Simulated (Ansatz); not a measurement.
# Two runs on WS$_{2}$

System: WS$_{2}$ (6 atoms in the cell).
Method of run 1: DFT PBE+D3(BJ), scalar-relativistic, plane waves, PAW, no spin polarisation (Ansatz 0.2.0).

The structure derives from a Materials Project entry. Text and figures count atoms from 1; the logs count them from 0 in places.

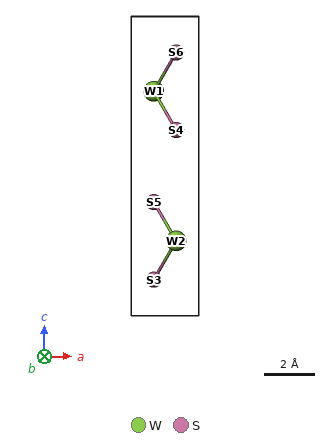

The input geometry (ball-and-stick view of the cell of the calculation, along the b axis; atoms are numbered from 1 in the order of the input).

## Input file, run 1
```yaml
crystal:
  lattice:
    - [3.1541582987, 0.0, 0.0]
    - [-1.5770791494, 2.7315812143, 0.0]
    - [0.0, 0.0, 12.1454746117]
  atoms:
    - { symbol: W, position: [0.3333333333, 0.6666666667, 0.7500219004] }
    - { symbol: W, position: [0.6666666667, 0.3333333333, 0.2499780996] }
    - { symbol: S, position: [0.3333333333, 0.6666666667, 0.1203226762] }
    - { symbol: S, position: [0.6666666667, 0.3333333333, 0.6203665186] }
    - { symbol: S, position: [0.3333333333, 0.6666666667, 0.3796334814] }
    - { symbol: S, position: [0.6666666667, 0.3333333333, 0.8796773238] }
basis:
  ecutwfc: 420
kpoints:
  mp_grid: { grid: [12, 12, 4] }
hamiltonian:
  xc: pbe
  dispersion: d3bj
scf:
  occupations: { method: gaussian, width: 0.02 }
output:
  forces: true
  stress: true
  eigenvalues: true
```

Command:
```bash
ansatz run input.yaml --threads 1 --pin off --max-ram 2560MiB --backend cpu --events-out ev --progress --plain --runs-dir out
```

Hardware: 1 thread of Arm Neoverse V1, 24 GiB of memory available, shared host.

## Output, shortened to warnings, some set-up lines, iterations and results (run 1)
```
Basis set: ecut = 420 eV, 2033 PW (Γ), exchange–correlation on 48×48×180 points (8 copies of the dense FFT grid, shifted against one another)
Symmetry: 12 space group operations
k-points: 69 of 576
Initial density: superposition of atomic densities (neutral atoms: chi_scale 0, normalization atom), corrected by the library's trained network
[...]
SCF iter   1: F=—  HF=-24385.309959 eV  |F-HF|=—  |Δ(HF+E_count)|=         —  Δρ=5.14e-3  dr2=1.04e-2  ethr=1.77e-3  ⟨swp⟩=6.6  Hψ=10503  notcnv=0
SCF iter   2: F=—  HF=-24385.315508 eV  |F-HF|=—  |Δ(HF+E_count)|=   5.55e-3  Δρ=2.85e-3  dr2=2.47e-3  ethr=2.00e-5  ⟨swp⟩=2.0  Hψ=3817  notcnv=0  defer=100
SCF iter   3: F=—  HF=-24385.319880 eV  |F-HF|=—  |Δ(HF+E_count)|=   4.37e-3  Δρ=7.76e-4  dr2=3.86e-4  ethr=4.74e-6  ⟨swp⟩=2.0  Hψ=3390  notcnv=0  defer=100
SCF iter   4: F=—  HF=-24385.320122 eV  |F-HF|=—  |Δ(HF+E_count)|=   2.42e-4  Δρ=9.67e-5  dr2=1.86e-5  ethr=7.43e-7  ⟨swp⟩=2.0  Hψ=3110  notcnv=0  defer=100
SCF iter   5: F=—  HF=-24385.320189 eV  |F-HF|=—  |Δ(HF+E_count)|=   6.75e-5  Δρ=3.32e-5  dr2=1.31e-6  ethr=3.58e-8  ⟨swp⟩=2.0  Hψ=3085  notcnv=0  defer=100
SCF iter   6: F=—  HF=-24385.320190 eV  |F-HF|=—  |Δ(HF+E_count)|=   7.62e-7  Δρ=9.21e-6  dr2=1.02e-7  ethr=2.52e-9  ⟨swp⟩=2.0  Hψ=3249  notcnv=0  defer=100
SCF iter   7: F=-24385.320190 eV  HF=-24385.320190 eV  |F-HF|=2.55e-9  |Δ(HF+E_count)|=   8.43e-8  Δρ=1.54e-6  dr2=3.20e-9  ethr=1.92e-10  ⟨swp⟩=8.3  Hψ=8603  notcnv=0
SCF 1 converged in 7 iterations: F = -24385.320190 eV  dr2 = 3.20e-9
SCF converged after 7 iterations
Free energy (F): -24385.320190 eV
Harris-Foulkes:  -24385.320190 eV  (|F-HF|=2.55e-9)
Internal energy: -24385.320190 eV  (E = F + TS)
E sigma→0 (E₀):  -24385.320190 eV
Fermi energy:    12.507750 eV
--- Per-component energies (eV) ---
  E_band       = -357.677259
  E_kinetic    = 1334.620907
  E_local      = -3363.101022  (includes V_loc(G=0)·N_el)
  E_nonlocal   = 114.823063
  E_hartree    = 1328.796850
  E_xc         = -925.238152
  E_vxc        = -831.350398  (∫ρ·V_xc dr)
  E_paw        = -19526.334830  (= ΣΔE_a)
  E_vpaw       = -270.265149  (= ΣTr[D̂ρ^β])
  E_aug_tail   = -0.000123  (compensation charges beyond the density's cutoff)
  E_ewald      = -3346.276675
  E_disp       = -2.610208  (pairwise vdW)
  E_smearing   = -0.000000  (= −TS)
  E_closure    = -0.000000  (closes the sum)
  Σ components = -24385.320190   (vs F -24385.320190, Δ=0.00e0)
--- Forces (eV/Å), atoms counted from 1 ---
  atom   1  W      0.00000000    -0.00000000    -0.00012291
  atom   2  W     -0.00000000     0.00000000     0.00012291
  atom   3  S      0.00000000     0.00000000    -0.00016364
  atom   4  S     -0.00000000     0.00000000    -0.00068428
  atom   5  S      0.00000000    -0.00000000     0.00068428
  atom   6  S     -0.00000000    -0.00000000     0.00016364
  max |Σ_I F_I| component: 4.63e-18 eV/Å
--- Stress (GPa, compression-positive) ---
       -0.009972      -0.000000       0.000000
       -0.000000      -0.009972      -0.000000
        0.000000      -0.000000      -0.027913
  P = ⅓ Tr σ = -0.0160 GPa (-0.160 kbar)
```

For run 2 the input was changed thus:
```diff
-  mp_grid: { grid: [12, 12, 4] }
+  mp_grid: { grid: [12, 12, 2] }
+  max_iter: 50
+magnetization:
+  spin_polarized: true
+  initial_magnetization: 7
```

What does this change do to the results?

With the same functional and potentials, run 2 lies 0.04 meV per atom higher (other lines of the input change too). With spin allowed, the absolute moment of the cell comes to 0.00 μB. The SCF takes 11 iterations against 7. The irreducible k-points go from 69 to 38. On the same kind of shared host run 2 took about 1.8 times as long. The two runs start from different initial densities, which also moves the count.

## Output, shortened to warnings, some set-up lines, iterations and results (run 2)
```
WARN: the starting moments were not kept: the SCF closed with an absolute magnetisation of 6.3e-7 μB, where they sum to 7 μB in size (6 sites). That is at most 0.1 of that sum. Measured as dr2_m measures the in/out step, that magnetisation stands 2.2e-14 eV from none, at or under the dr2_threshold of 1.0e-7 eV: it is no larger than a step whose dr2_m would equal this threshold. The system may …
Basis set: ecut = 420 eV, 2033 PW (Γ), exchange–correlation on 48×48×180 points (8 copies of the dense FFT grid, shifted against one another)
Symmetry: 12 space group operations
k-points: 38 of 288
Initial density: superposition of atomic densities (chi_scale 0.1, normalization cell)
[...]
SCF iter   1: F=—  HF=-24372.302276 eV  |F-HF|=—  |Δ(HF+E_count)|=         —  Δρ=2.71e-2 (↑2.39e-2 ↓2.71e-2)  dr2=2.09e0  dr2_m=4.06e-1  M=7.000 μB ∫|m|=7.002 μB  β_m=0.30  …
SCF iter   2: F=—  HF=-24384.617097 eV  |F-HF|=—  |Δ(HF+E_count)|=         —  Δρ=4.70e-2 (↑4.70e-2 ↓4.65e-2)  dr2=1.71e0  dr2_m=1.80e0  M=0.000 μB ∫|m|=0.167 μB  β_m=0.30  …
SCF iter   3: F=—  HF=-24384.862261 eV  |F-HF|=—  |Δ(HF+E_count)|=   2.45e-1  Δρ=3.31e-2 (↑3.31e-2 ↓3.30e-2)  dr2=8.60e-1  dr2_m=8.84e-1  M=0.000 μB ∫|m|=0.121 μB  β_m=0.65  …
SCF iter   4: F=—  HF=-24385.315419 eV  |F-HF|=—  |Δ(HF+E_count)|=   4.53e-1  Δρ=2.63e-3 (↑2.63e-3 ↓2.29e-3)  dr2=2.44e-2  dr2_m=2.68e-4  M=0.000 μB ∫|m|=0.014 μB  β_m=0.82  …
SCF iter   5: F=—  HF=-24385.318264 eV  |F-HF|=—  |Δ(HF+E_count)|=   2.84e-3  Δρ=4.79e-4 (↑4.33e-4 ↓4.79e-4)  dr2=2.01e-3  dr2_m=5.58e-6  M=0.000 μB ∫|m|=0.003 μB  β_m=0.90  …
SCF iter   6: F=—  HF=-24385.319664 eV  |F-HF|=—  |Δ(HF+E_count)|=   1.40e-3  Δρ=2.02e-4 (↑1.97e-4 ↓2.02e-4)  dr2=4.78e-4  dr2_m=3.52e-7  M=0.000 μB ∫|m|=0.001 μB  β_m=0.95  …
SCF iter   7: F=—  HF=-24385.319896 eV  |F-HF|=—  |Δ(HF+E_count)|=   2.32e-4  Δρ=8.79e-5 (↑8.04e-5 ↓8.79e-5)  dr2=5.16e-5  dr2_m=2.53e-8  M=0.000 μB ∫|m|=0.000 μB  β_m=0.91  …
SCF iter   8: F=—  HF=-24385.319950 eV  |F-HF|=—  |Δ(HF+E_count)|=   5.41e-5  Δρ=3.45e-5 (↑3.04e-5 ↓3.45e-5)  dr2=9.25e-6  dr2_m=9.81e-9  M=0.000 μB ∫|m|=0.000 μB  β_m=0.96  …
SCF iter   9: F=—  HF=-24385.319956 eV  |F-HF|=—  |Δ(HF+E_count)|=   6.32e-6  Δρ=7.38e-6 (↑7.38e-6 ↓6.84e-6)  dr2=3.31e-7  dr2_m=5.21e-10  M=0.000 μB ∫|m|=0.000 μB  β_m=0.98  …
SCF iter  10: F=—  HF=-24385.319957 eV  |F-HF|=—  |Δ(HF+E_count)|=   4.95e-7  Δρ=1.46e-6 (↑1.42e-6 ↓1.46e-6)  dr2=1.68e-8  dr2_m=4.75e-12  M=0.000 μB ∫|m|=0.000 μB  β_m=0.99  …
SCF iter  11: F=-24385.319957 eV  HF=-24385.319957 eV  |F-HF|=2.47e-10  |Δ(HF+E_count)|=   1.69e-8  Δρ=3.23e-7 (↑3.23e-7 ↓3.04e-7)  dr2=5.51e-10  dr2_m=6.12e-13  M=0.000 μB …
SCF 1 converged in 11 iterations: F = -24385.319957 eV  dr2 = 5.51e-10
WARN: the starting moments were not kept: the SCF closed with an absolute magnetisation of 6.3e-7 μB, where they sum to 7 μB in size (6 sites). That is at most 0.1 of that sum. Measured as dr2_m measures the in/out step, that magnetisation stands 2.2e-14 eV from none, at or under the dr2_threshold …
SCF converged after 11 iterations
Magnetization: 0.0000 μB (26.0000 up, 26.0000 down)
Absolute magnetization: 0.0000 μB (∫|ρ↑−ρ↓|, with the PAW one-centre terms)
Spin contamination: 0.0000 ħ² per cell (⟨S²⟩ above its minimum at these occupations)
Per-site moments (μB) at R_I (Å): [(-1.0991795971154746e-7, 0.9930889852168103), (-1.0991795968226263e-7, 0.99308898521681), (6.236174773043806e-8, 0.9930891215409103), (6.078982177230631e-8, 0.9930889852168103), (6.078982181700349e-8, 0.99308898521681), (6.236174782132548e-8, 0.9930891215409098)]
Free energy (F): -24385.319957 eV
Harris-Foulkes:  -24385.319957 eV  (|F-HF|=2.47e-10)
Internal energy: -24385.319957 eV  (E = F + TS)
E sigma→0 (E₀):  -24385.319957 eV
Fermi energy:    12.507762 eV
--- Per-component energies (eV) ---
  E_band       = -357.676715
  E_kinetic    = 1334.623714
  E_local      = -3363.105446  (includes V_loc(G=0)·N_el)
  E_nonlocal   = 114.822911
  E_hartree    = 1328.799701
  E_xc         = -925.238887
[...]
```

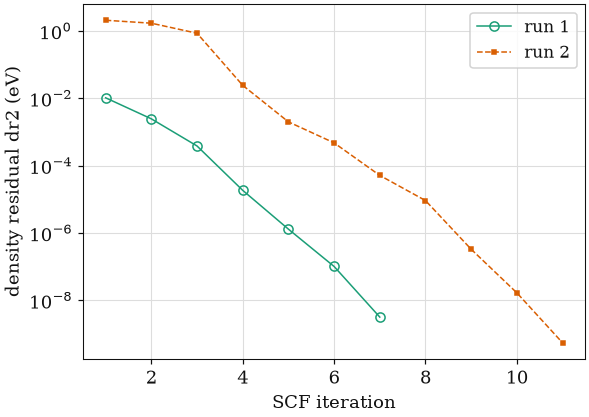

Convergence of the two runs: density residual dr2 against the SCF iteration. Run 1 takes 7 iterations in all, and run 2 takes 11.

## The two runs side by side

| quantity | run 1 | run 2 |
| --- | --- | --- |
| outcome | converged | converged |
| free energy per atom (eV) | −4064.2200 | −4064.2200 |
| gap on the mesh (eV) | 0.89 | 0.89 |
| pressure (GPa) | −0.02 | −0.01 |
| largest force (eV/Å) | 0.001 | 0.000 |
| SCF iterations | 7 | 11 |
| irreducible k-points | 69 | 38 |
| plane waves at Γ | 2033 | 2033 |
| net moment of the cell (μB) | – | 0.00 |
| absolute moment of the cell (μB) | – | 0.00 |
| wall time (shared host) | 13 s | 23 s |

For run 1: Spin–orbit coupling is left out, which matters for W. For run 2: The input was spoiled on purpose: an impossible spin (`magnetization`). It did no harm here: the run converged to the energy of the sound run within 1 meV per atom. Warnings: some starting moments were not kept.
